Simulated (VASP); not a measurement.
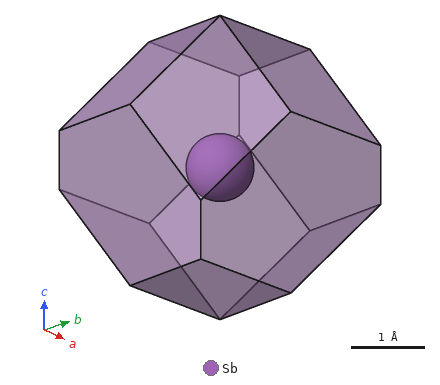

Voronoi cell (the region closer to this atom than to any other), computed from the atomic positions without radii. Central atom: Sb (2a) in Sb; faces take the colour of the neighbour behind them. Origin: a cell listed in the Materials Project, as set up for an electronic-structure calculation.

Sb, space group I4/mmm (No. 139), a = 3.153 Å, b = 3.153 Å, c = 5.424 Å, α = 90.00°, β = 90.00°, γ = 90.00°

```
site  Wyckoff       x       y       z
  Sb       2a  0.0000  0.0000  0.0000
```

Question: What is the volume of this Voronoi cell?

Answer: 27.0 Å³, equal to the mean volume per atom.

Question: Give the Voronoi index ⟨n3,n4,n5,n6,…⟩ (numbers of faces with 3, 4, 5, 6 … edges).

Answer: 12 faces, index ⟨0,8,0,4⟩: an elongated dodecahedron.
